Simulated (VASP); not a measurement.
# Blue phosphorene and its bilayer, part 5 of 8

What are the lattice, gap and band positions of blue phosphorene, and what does a second sheet change?

VASP 6.6.1; r2SCAN with rVV10; plane waves and PAW (P).

So far, least gap on mesh and path (eV): step 4 (potential and states of the slab) 2.18.

## (7) A rigid stacking

System of this step: bilayer of blue phosphorene. The cell holds 4 atoms: 4 P. Cell: a = 3.260 Å, b = 3.260 Å, c = 22.538 Å, α = 90.0°, β = 90.0°, γ = 120.0°. upper sheet same orientation, shifted by (0.00, 0.00). Vacuum lies along c.

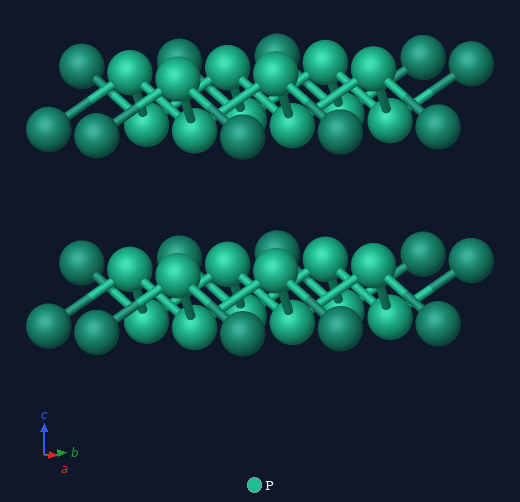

The cell of this step (phosphorus teal). 2×3×1 cells are drawn. Some periodic images of atoms are drawn too.

Two rigid sheets are set at a typed distance in several high-symmetry stackings, to find where to start. The upper sheet is shifted or turned in the plane and never flipped over.

The input, INCAR:

```
SYSTEM = P
PREC = Normal
ENCUT = 350
EDIFF = 1E-05
NELM = 120
ISMEAR = 0
SIGMA = 0.03
LREAL = .FALSE.
ALGO = Normal
METAGGA = R2SCAN
LUSE_VDW = .TRUE.
IVDW_NL = 2
BPARAM = 11.95
CPARAM = 0.0093
LASPH = .TRUE.
NBANDS = 16
LORBIT = 11
LWAVE = .FALSE.
LCHARG = .FALSE.
KPAR = 4
IDIPOL = 3
LDIPOL = .TRUE.
DIPOL = 0.5 0.5 0.5
```

The input, POSCAR:

```
P
1.0
    3.2597576605      0.0000000000      0.0000000000
   -1.6298788303      2.8230329442      0.0000000000
    0.0000000000      0.0000000000     22.5377061808
P
4
Direct
    0.3333333300      0.6666666700      0.3771457500
    0.6666666700      0.3333333300      0.4312263600
    0.3333333300      0.6666666700      0.5687736400
    0.6666666700      0.3333333300      0.6228542500
```

The input, KPOINTS:

```
Automatic mesh
0
Gamma
12 12 1
0 0 0
```

Potentials, in the order of the species: P (PBE family, release 64).

Command:

```
> mpirun -np 4 vasp_std
```

The log of the run:

```text
[banner, memory and clock lines left out]
running    4 mpi-ranks, on    1 nodes
 distrk:  each k-point on    1 cores,    4 groups
 distr:  one band on    1 cores,    1 groups

 POSCAR found type information on POSCAR P
 POSCAR found :  1 types and       4 ions
 [... a notice as in an earlier step ...]

 [... a notice as in an earlier step ...]

 LDA part: xc-table for (None), standard interpolation
 POSCAR, INCAR and KPOINTS ok, starting setup
 FFT: planning ... GRIDC
 FFT: planning ... GRID_SOFT
 FFT: planning ... GRID
 WAVECAR not read
 entering main loop
       N       E                     dE             d eps       ncg     rms          rms(c)
Total rVV10 correction in eV:      0.4585139    23.2262648
Total rVV10 correction in eV:      0.4585139    23.2262648
Total rVV10 correction in eV:      0.4585139    23.2262648
Total rVV10 correction in eV:      0.4585139    23.2262648
DAV:   1     0.829734938084E+02    0.82973E+02   -0.58390E+03   608   0.686E+02
DAV:   2    -0.303025178031E+02   -0.11328E+03   -0.10788E+03   848   0.155E+02
DAV:   3    -0.389344728928E+02   -0.86320E+01   -0.85806E+01   856   0.503E+01
DAV:   4    -0.390919819533E+02   -0.15751E+00   -0.15726E+00   888   0.801E+00
DAV:   5    -0.390964197470E+02   -0.44378E-02   -0.44362E-02   920   0.121E+00    0.113E+01
Total rVV10 correction in eV:      0.4661791    23.2268453
Total rVV10 correction in eV:      0.4661791    23.2268453
Total rVV10 correction in eV:      0.4661791    23.2268453
Total rVV10 correction in eV:      0.4661791    23.2268453
DAV:   6    -0.352018638192E+02    0.38946E+01   -0.40335E-01   760   0.463E+00    0.747E+00
Total rVV10 correction in eV:      0.4891913    23.2269254
Total rVV10 correction in eV:      0.4891913    23.2269254
Total rVV10 correction in eV:      0.4891913    23.2269254
Total rVV10 correction in eV:      0.4891913    23.2269254
DAV:   7    -0.352065812089E+02   -0.47174E-02   -0.18509E-01   784   0.274E+00    0.888E-01
Total rVV10 correction in eV:      0.4866241    23.2267260
Total rVV10 correction in eV:      0.4866241    23.2267260
Total rVV10 correction in eV:      0.4866241    23.2267260
Total rVV10 correction in eV:      0.4866241    23.2267260
DAV:   8    -0.352036229895E+02    0.29582E-02   -0.14271E-02   872   0.742E-01    0.250E-01
Total rVV10 correction in eV:      0.4871372    23.2266679
Total rVV10 correction in eV:      0.4871372    23.2266679
Total rVV10 correction in eV:      0.4871372    23.2266679
Total rVV10 correction in eV:      0.4871372    23.2266679
DAV:   9    -0.352041030924E+02   -0.48010E-03   -0.92421E-04   960   0.191E-01    0.147E-01
Total rVV10 correction in eV:      0.4872269    23.2265825
Total rVV10 correction in eV:      0.4872269    23.2265825
Total rVV10 correction in eV:      0.4872269    23.2265825
Total rVV10 correction in eV:      0.4872269    23.2265825
DAV:  10    -0.352044194439E+02   -0.31635E-03   -0.30508E-04   856   0.112E-01    0.164E-01
Total rVV10 correction in eV:      0.4880896    23.2264948
Total rVV10 correction in eV:      0.4880896    23.2264948
Total rVV10 correction in eV:      0.4880896    23.2264948
Total rVV10 correction in eV:      0.4880896    23.2264948
DAV:  11    -0.352046387186E+02   -0.21927E-03   -0.16642E-04   824   0.974E-02    0.107E-02
Total rVV10 correction in eV:      0.4881401    23.2264595
Total rVV10 correction in eV:      0.4881401    23.2264595
Total rVV10 correction in eV:      0.4881401    23.2264595
Total rVV10 correction in eV:      0.4881401    23.2264595
DAV:  12    -0.352046796763E+02   -0.40958E-04   -0.53198E-06   736   0.173E-02    0.565E-03
Total rVV10 correction in eV:      0.4883185    23.2263635
Total rVV10 correction in eV:      0.4883185    23.2263635
Total rVV10 correction in eV:      0.4883185    23.2263635
Total rVV10 correction in eV:      0.4883185    23.2263635
DAV:  13    -0.352047822199E+02   -0.10254E-03   -0.25884E-05   720   0.280E-02    0.380E-03
Total rVV10 correction in eV:      0.4883381    23.2263387
Total rVV10 correction in eV:      0.4883381    23.2263387
Total rVV10 correction in eV:      0.4883381    23.2263387
Total rVV10 correction in eV:      0.4883381    23.2263387
DAV:  14    -0.352048030873E+02   -0.20867E-04   -0.14674E-06   664   0.864E-03    0.247E-03
Total rVV10 correction in eV:      0.4883967    23.2262685
Total rVV10 correction in eV:      0.4883967    23.2262685
Total rVV10 correction in eV:      0.4883967    23.2262685
Total rVV10 correction in eV:      0.4883967    23.2262685
DAV:  15    -0.352048629220E+02   -0.59835E-04   -0.12852E-05   688   0.157E-02    0.219E-03
Total rVV10 correction in eV:      0.4884069    23.2262599
Total rVV10 correction in eV:      0.4884069    23.2262599
Total rVV10 correction in eV:      0.4884069    23.2262599
Total rVV10 correction in eV:      0.4884069    23.2262599
DAV:  16    -0.352048704823E+02   -0.75603E-05   -0.13481E-06   648   0.702E-03
Total rVV10 correction in eV:      0.4883936    23.2262652
Total rVV10 correction in eV:      0.4883936    23.2262652
Total rVV10 correction in eV:      0.4883936    23.2262652
Total rVV10 correction in eV:      0.4883936    23.2262652
Total rVV10 correction in eV:      0.4884021    23.2262599
Total rVV10 correction in eV:      0.4884021    23.2262599
Total rVV10 correction in eV:      0.4884021    23.2262599
Total rVV10 correction in eV:      0.4884021    23.2262599
   1 F= -.35204870E+02 E0= -.35204870E+02  d E =-.619399E-13
```

It took 30 s on 4 MPI ranks of Intel Xeon 6975P-C (Granite Rapids), shared host; peak memory 1.1 GiB; 2 min of CPU time.

Parts of OUTCAR (step 7):

```text
   k-points           NKPTS =     19   k-points in BZ     NKDIM =     19   number of bands    NBANDS=     16

   ENCUT  =  350.0 eV  25.72 Ry    5.07 a.u.   4.97  4.97 34.38*2*pi/ulx,y,z

   NELECT =      20.0000    total number of electrons

 E-fermi :  -1.2634

 k-point     1 :       0.0000    0.0000    0.0000
  band No.  band energies     occupation
    ...
      6      -2.5259      2.00000
      7      -2.5259      2.00000
      8      -2.4656      2.00000
      9      -2.4656      2.00000
     10      -1.4839      2.00000
     11       1.9095      0.00000
     12       1.9096      0.00000
     13       1.9386      0.00000
     14       1.9386      0.00000
     15       2.1408      0.00000
    ...

  Total        0.2213369      0.2213369      0.5148134     -0.0000000      0.0000000      0.0000000
  in kB        1.7098322      1.7098322      3.9769440     -0.0000000      0.0000000      0.0000000
  external PRESSURE =       2.4655361 kB  Pullay stress =       0.0000000 kB

 POSITION                                       TOTAL-FORCE (eV/Angst)
 -----------------------------------------------------------------------------------
     -0.00000      1.88202      8.50000        -0.000000      0.000000     -0.053285
      1.62988      0.94101      9.71885         0.000000     -0.000000     -0.086110
     -0.00000      1.88202     12.81885         0.000000      0.000000      0.086110
      1.62988      0.94101     14.03771         0.000000      0.000000      0.053285
 -----------------------------------------------------------------------------------
    total drift:                                0.000000     -0.000000     -0.000000

  FREE ENERGIE OF THE ION-ELECTRON SYSTEM (eV)
  ---------------------------------------------------
  free  energy   TOTEN  =       -35.2048704823 eV

  energy  without entropy=      -35.2048704823  energy(sigma->0) =      -35.20487048

 vacuum level on the upper side and lower side of the slab         4.221         4.221

[... 3 parts as in an earlier step ...]

[... 13 further parts left out ...]
```

This step gave:

```
electronic cycles              : 16
electrons                      : 20
free energy (TOTEN)            : -35.20 eV
Fermi energy                   : -1.263 eV
dipole moment                  : 0, 0, 0 e·Å
gap on the k-mesh              : 1.038 eV
least direct gap on the k-mesh : 1.862 eV
```

Force by atom:

```
atom  x (eV/Å)  y (eV/Å)  z (eV/Å)    size
  P1    0.0000    0.0000   -0.0533  0.0533
  P2    0.0000    0.0000   -0.0861  0.0861
  P3    0.0000    0.0000    0.0861  0.0861
  P4    0.0000    0.0000    0.0533  0.0533
```

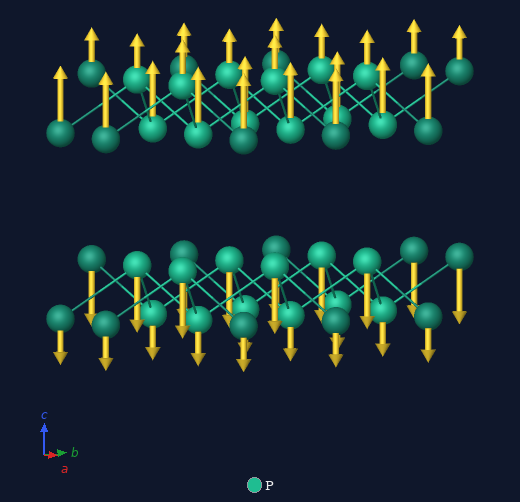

Force as arrows, the longest 0.0861 eV/Å. 2×3×1 cells are drawn. Some periodic images of atoms are drawn too.

Energy at zero smearing: -35.20487 eV.

## (8) A rigid stacking

INCAR is that of step 7.

POSCAR: that of step 7 with these lines changed.

```diff
@@ -10,3 +10,3 @@
     0.6666666700      0.3333333300      0.4312263600
-    0.3333333300      0.6666666700      0.5687736400
-    0.6666666700      0.3333333300      0.6228542500
+    0.6666666700      0.3333333300      0.5687736400
+    0.0000000000      1.0000000000      0.6228542500
```

KPOINTS is that of step 7.

Command:

```
> mpirun -np 4 vasp_std
```

The log of the run:

```text
[... set-up lines as in an earlier step ...]
 entering main loop
       N       E                     dE             d eps       ncg     rms          rms(c)
Total rVV10 correction in eV:      0.4595215    23.2262763
Total rVV10 correction in eV:      0.4595215    23.2262763
Total rVV10 correction in eV:      0.4595215    23.2262763
Total rVV10 correction in eV:      0.4595215    23.2262763
DAV:   1     0.827935331540E+02    0.82794E+02   -0.58363E+03   608   0.685E+02
DAV:   2    -0.299449955624E+02   -0.11274E+03   -0.10804E+03   864   0.154E+02
DAV:   3    -0.387168040754E+02   -0.87718E+01   -0.87239E+01   864   0.507E+01
DAV:   4    -0.388730047121E+02   -0.15620E+00   -0.15604E+00   864   0.808E+00
DAV:   5    -0.388771299432E+02   -0.41252E-02   -0.41247E-02   928   0.119E+00    0.115E+01
Total rVV10 correction in eV:      0.4684268    23.2271317
Total rVV10 correction in eV:      0.4684268    23.2271317
Total rVV10 correction in eV:      0.4684268    23.2271317
Total rVV10 correction in eV:      0.4684268    23.2271317
[...]
Total rVV10 correction in eV:      0.4925620    23.2262610
DAV:  14    -0.349093781047E+02   -0.38486E-04   -0.62717E-06   656   0.120E-02    0.143E-03
Total rVV10 correction in eV:      0.4925692    23.2262616
Total rVV10 correction in eV:      0.4925692    23.2262616
Total rVV10 correction in eV:      0.4925692    23.2262616
Total rVV10 correction in eV:      0.4925692    23.2262616
DAV:  15    -0.349093926701E+02   -0.14565E-04   -0.57163E-06   648   0.979E-03    0.183E-03
Total rVV10 correction in eV:      0.4925589    23.2262639
Total rVV10 correction in eV:      0.4925589    23.2262639
Total rVV10 correction in eV:      0.4925589    23.2262639
Total rVV10 correction in eV:      0.4925589    23.2262639
DAV:  16    -0.349093959161E+02   -0.32461E-05   -0.61107E-07   480   0.506E-03
Total rVV10 correction in eV:      0.4925463    23.2262713
Total rVV10 correction in eV:      0.4925463    23.2262713
Total rVV10 correction in eV:      0.4925463    23.2262713
Total rVV10 correction in eV:      0.4925463    23.2262713
Total rVV10 correction in eV:      0.4925552    23.2262654
Total rVV10 correction in eV:      0.4925552    23.2262654
Total rVV10 correction in eV:      0.4925552    23.2262654
Total rVV10 correction in eV:      0.4925552    23.2262654
   1 F= -.34909396E+02 E0= -.34909396E+02  d E =-.332608E-15
```

Run time: 30 s. Hardware: 4 MPI ranks; peak memory 1.1 GiB; 1.9 min of CPU time.

OUTCAR, selected parts (step 8):

```text
  Total        0.1239583      0.1239583      3.0375352     -0.0000000      0.0000000     -0.0000000
  in kB        0.9575804      0.9575804     23.4650202     -0.0000000      0.0000000     -0.0000000
  external PRESSURE =       8.4600603 kB  Pullay stress =       0.0000000 kB

 POSITION                                       TOTAL-FORCE (eV/Angst)
 -----------------------------------------------------------------------------------
     -0.00000      1.88202      8.50000         0.000000      0.000000     -0.200423
      1.62988      0.94101      9.71885        -0.000000      0.000000     -0.636796
      1.62988      0.94101     12.81885         0.000000     -0.000000      0.636796
      0.00000      0.00000     14.03771        -0.000000      0.000000      0.200423
 -----------------------------------------------------------------------------------
    total drift:                               -0.000001      0.000022     -0.000041

  FREE ENERGIE OF THE ION-ELECTRON SYSTEM (eV)
  ---------------------------------------------------
  free  energy   TOTEN  =       -34.9093959161 eV

  energy  without entropy=      -34.9093959161  energy(sigma->0) =      -34.90939592

[... 2 parts as in an earlier step ...]

[... 1 further part left out ...]
[key lines of the parts left out:]
E-fermi :  -0.9718
```

Energy at zero smearing: -34.90940 eV.

## (9) A rigid stacking

INCAR is that of step 8.

POSCAR: that of step 8 with these lines changed.

```diff
@@ -10,3 +10,3 @@
     0.6666666700      0.3333333300      0.4312263600
-    0.6666666700      0.3333333300      0.5687736400
-    0.0000000000      1.0000000000      0.6228542500
+    1.0000000000      0.0000000000      0.5687736400
+    0.3333333300      0.6666666700      0.6228542500
```

KPOINTS is that of step 8.

Command:

```
> mpirun -np 4 vasp_std
```

The log of the run:

```text
[... set-up lines as in an earlier step ...]
 entering main loop
       N       E                     dE             d eps       ncg     rms          rms(c)
Total rVV10 correction in eV:      0.4584559    23.2262745
Total rVV10 correction in eV:      0.4584559    23.2262745
Total rVV10 correction in eV:      0.4584559    23.2262745
Total rVV10 correction in eV:      0.4584559    23.2262745
DAV:   1     0.831927856886E+02    0.83193E+02   -0.58268E+03   608   0.685E+02
DAV:   2    -0.301539219656E+02   -0.11335E+03   -0.10804E+03   872   0.154E+02
DAV:   3    -0.388915464869E+02   -0.87376E+01   -0.86867E+01   848   0.505E+01
DAV:   4    -0.390465145065E+02   -0.15497E+00   -0.15481E+00   896   0.804E+00
DAV:   5    -0.390506865653E+02   -0.41721E-02   -0.41716E-02   920   0.119E+00    0.113E+01
Total rVV10 correction in eV:      0.4664841    23.2273248
Total rVV10 correction in eV:      0.4664841    23.2273248
Total rVV10 correction in eV:      0.4664841    23.2273248
Total rVV10 correction in eV:      0.4664841    23.2273248
[...]
Total rVV10 correction in eV:      0.4896178    23.2262736
DAV:  15    -0.351631636911E+02   -0.64876E-04   -0.15325E-05   680   0.170E-02    0.208E-03
Total rVV10 correction in eV:      0.4896267    23.2262628
Total rVV10 correction in eV:      0.4896267    23.2262628
Total rVV10 correction in eV:      0.4896267    23.2262628
Total rVV10 correction in eV:      0.4896267    23.2262628
DAV:  16    -0.351631743239E+02   -0.10633E-04   -0.21841E-06   616   0.769E-03    0.113E-03
Total rVV10 correction in eV:      0.4896198    23.2262631
Total rVV10 correction in eV:      0.4896198    23.2262631
Total rVV10 correction in eV:      0.4896198    23.2262631
Total rVV10 correction in eV:      0.4896198    23.2262631
DAV:  17    -0.351631764462E+02   -0.21222E-05   -0.70064E-07   544   0.507E-03
Total rVV10 correction in eV:      0.4896092    23.2262706
Total rVV10 correction in eV:      0.4896092    23.2262706
Total rVV10 correction in eV:      0.4896092    23.2262706
Total rVV10 correction in eV:      0.4896092    23.2262706
Total rVV10 correction in eV:      0.4896167    23.2262640
Total rVV10 correction in eV:      0.4896167    23.2262640
Total rVV10 correction in eV:      0.4896167    23.2262640
Total rVV10 correction in eV:      0.4896167    23.2262640
   1 F= -.35163176E+02 E0= -.35163176E+02  d E =-.310163E-14
```

Elapsed: 32 s, on 4 MPI ranks; peak memory 1.1 GiB.

OUTCAR, selected parts (step 9):

```text
  Total        0.5103107      0.5103107      0.5355767     -0.0000000      0.0000000      0.0000000
  in kB        3.9421607      3.9421607      4.1373407     -0.0000000      0.0000000      0.0000000
  external PRESSURE =       4.0072207 kB  Pullay stress =       0.0000000 kB

 POSITION                                       TOTAL-FORCE (eV/Angst)
 -----------------------------------------------------------------------------------
     -0.00000      1.88202      8.50000        -0.000000      0.000000     -0.010942
      1.62988      0.94101      9.71885        -0.000000      0.000000     -0.165936
      0.00000      0.00000     12.81885         0.000000      0.000000      0.165936
     -0.00000      1.88202     14.03771         0.000000     -0.000000      0.010942
 -----------------------------------------------------------------------------------
    total drift:                                0.000013     -0.000008     -0.000353

  FREE ENERGIE OF THE ION-ELECTRON SYSTEM (eV)
  ---------------------------------------------------
  free  energy   TOTEN  =       -35.1631764462 eV

  energy  without entropy=      -35.1631764462  energy(sigma->0) =      -35.16317645

[... 2 parts as in an earlier step ...]

[... 1 further part left out ...]
[key lines of the parts left out:]
E-fermi :  -1.2262
```

Energy at zero smearing: -35.16318 eV.

(Continued in part 6 of 8.)

[Lines on the potential files, build, host, timing and source positions are cut from VASP's logs without a mark.]

[Logs are printed without paths, hosts, clocks, repeated set-up lines and the standing remarks that a program may print on its own settings, such as how far it seeks lower states.]

[Hosts, paths, dates, database ids (printed as entryN), source tags and the programs' standing remarks are cut or masked in the printed files.]

[Runs that stopped without an error message from VASP are left out.]
